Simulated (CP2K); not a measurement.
# A series of single points on GaSb

System: GaSb (F-43m, 2 atoms in the cell).
Method: Kohn-Sham DFT of a periodic cell, PBEsol, GTH-PBE with UZH-TZVP basis, no spin polarisation (CP2K 2026.2).

The 6 runs differ only in the geometry, by an even scaling of the cell at fixed fractional positions. The structure derives from an entry of the Crystallography Open Database.

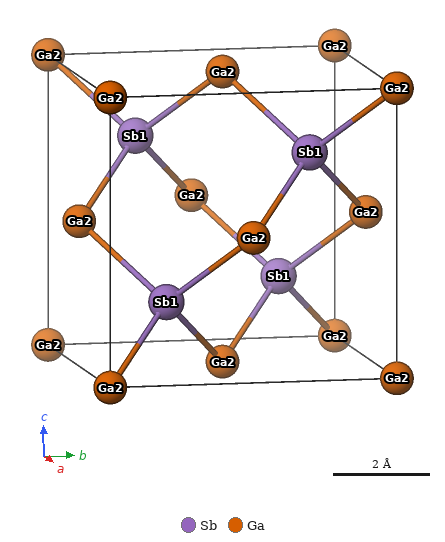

Figure 1. The structure of run 4 (ball-and-stick view of the cell 4 times as large as that of the calculation, set on its symmetry axes, seen slightly off an axis; atoms are numbered from 1 in the order of the input).

## Input of run 4
```
&GLOBAL
  PROJECT gasb_eos
  RUN_TYPE ENERGY_FORCE
  PRINT_LEVEL LOW
&END GLOBAL
&FORCE_EVAL
  METHOD QS
  STRESS_TENSOR ANALYTICAL
  &DFT
    BASIS_SET_FILE_NAME BASIS_MOLOPT_UZH
    POTENTIAL_FILE_NAME POTENTIAL_UZH
    WFN_RESTART_FILE_NAME previous-RESTART.kp
    &MGRID
      CUTOFF 450
      REL_CUTOFF 60
      NGRIDS 5
    &END MGRID
    &QS
      METHOD GPW
      EPS_DEFAULT 1.0E-10
    &END QS
    &KPOINTS
      SCHEME MONKHORST-PACK 8 8 8
      GAMMA_CENTERED T
      SYMMETRY T
      SYMMETRY_BACKEND SPGLIB
    &END KPOINTS
    &SCF
      SCF_GUESS RESTART
      EPS_SCF 1.0E-6
      MAX_SCF 100
      ADDED_MOS 10
      CHOLESKY OFF
      EPS_EIGVAL 1.0E-7
      &DIAGONALIZATION ON
        ALGORITHM STANDARD
      &END DIAGONALIZATION
      &MIXING ON
        METHOD BROYDEN_MIXING
        ALPHA 0.4
        BETA 1.5
        NBUFFER 8
      &END MIXING
      &SMEAR ON
        METHOD FERMI_DIRAC
        ELECTRONIC_TEMPERATURE 1160.45
      &END SMEAR
    &END SCF
    &XC
      &XC_FUNCTIONAL
        &GGA_X_PBE_SOL
        &END GGA_X_PBE_SOL
        &GGA_C_PBE_SOL
        &END GGA_C_PBE_SOL
      &END XC_FUNCTIONAL
    &END XC
    &PRINT
      &KPOINTS ON
      &END KPOINTS
      &MULLIKEN ON
      &END MULLIKEN
      &MO ON
        ENERGIES T
        OCCUPATION_NUMBERS T
        &EACH
          QS_SCF 0
        &END EACH
        ADD_LAST NUMERIC
      &END MO
    &END PRINT
  &END DFT
  &SUBSYS
    &CELL
      A 4.3547296540 0.0000000000 0.0000000000
      B 2.1773648269 3.7713065070 0.0000000000
      C 2.1773648269 1.2571021689 3.5556218733
      PERIODIC XYZ
    &END CELL
    &COORD
      Sb  6.5320944808 3.7713065069 2.6667164050
      Ga  0.0000000000 0.0000000000 0.0000000000
    &END COORD
    &KIND Sb
      BASIS_SET TZVP-MOLOPT-PBE-GTH-q5
      POTENTIAL GTH-PBE-q5
    &END KIND
    &KIND Ga
      BASIS_SET TZVP-MOLOPT-PBE-GTH-q13
      POTENTIAL GTH-PBE-q13
    &END KIND
    &PRINT
      &ATOMIC_COORDINATES ON
      &END ATOMIC_COORDINATES
      &CELL ON
      &END CELL
    &END PRINT
  &END SUBSYS
  &PRINT
    &FORCES ON
    &END FORCES
    &STRESS_TENSOR ON
    &END STRESS_TENSOR
  &END PRINT
&END FORCE_EVAL
```

Command:
```bash
OMP_NUM_THREADS=2 cp2k.psmp -i gasb_eos.inp -o gasb_eos.out
```

Lattice vectors (Å) and fractional positions of run 4:
```
   4.354730    0.000000    0.000000
   2.177365    3.771307    0.000000
   2.177365    1.257102    3.555622
Sb  0.750000  0.750000  0.750000
Ga  0.000000  0.000000  0.000000
```

Run 3 differs from it as follows:
```diff
-      A 4.3547296540 0.0000000000 0.0000000000
-      B 2.1773648269 3.7713065070 0.0000000000
-      C 2.1773648269 1.2571021689 3.5556218733
+      A 4.2970443233 0.0000000000 0.0000000000
+      B 2.1485221616 3.7213495452 0.0000000000
+      C 2.1485221616 1.2404498484 3.5085219981
-      Sb  6.5320944808 3.7713065069 2.6667164050
+      Sb  6.4455664849 3.7213495452 2.6313914986
```

## Results, with one run withheld

```csv
run,volume per atom (Å³),"free energy per atom, from the lowest run given (meV)",pressure (GPa),gap on the mesh (eV)
1,26.907,36.08,5.16,0.43
2,27.480,20.27,3.72,0.30
3,28.052,?,?,?
4,29.197,0.00,0.26,0.00
5,29.770,0.75,−0.66,0.00
6,30.342,4.61,−1.48,0.00
```

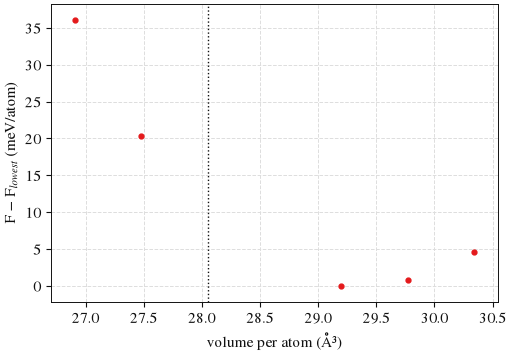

Figure 2. Free energy per atom of the runs given; the dotted line marks run 3.

What should run 3 give?

A cubic polynomial in V^(−2/3) (the Birch–Murnaghan form), fitted to the 5 runs given, misses them by under 0.01 meV per atom. With x = V^(−2/3) − 0.10671 Å⁻², it reads F = 2.2438 + 2938.6 x + 9.1596e+05 x² + 2.8352e+06 x³ (meV per atom). At run 3 it gives 9.33 meV per atom, and the run itself gives 9.34. The slope of the fit gives a pressure −dF/dV of 2.43 GPa there, and the run prints 2.43 GPa. The fit has its minimum at 29.352 Å³ per atom, where V d²F/dV² gives 48.3 GPa: the bulk modulus at this level, since symmetry fixes the shape and the positions. The gap on the mesh lies between 0.00 eV (run 4) and 0.43 eV (run 1); run 3 has 0.15 eV. These are gaps of this functional on this mesh, which can miss the band edges; they aren't the measured gap.

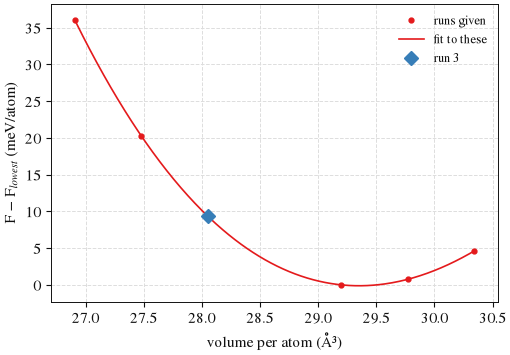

Figure 3. The fit and the withheld run.

## Some lines of the output (run 3)
```
[...]
 CELL| Volume [angstrom^3]:                                            56.104087
 CELL_REF| Volume [angstrom^3]:                                        56.104087
                        Smear method:                                FERMI_DIRAC
  Step     Update method      Time    Convergence         Total energy    Change
  Fermi energy:                                                 0.15539037624346
  Total energy:                                               -79.96273201064514
  Total energy (extrapolated to T->0):                        -79.96267859189484
 MO| E(Fermi):            0.155390 a.u.          4.228387 eV
```
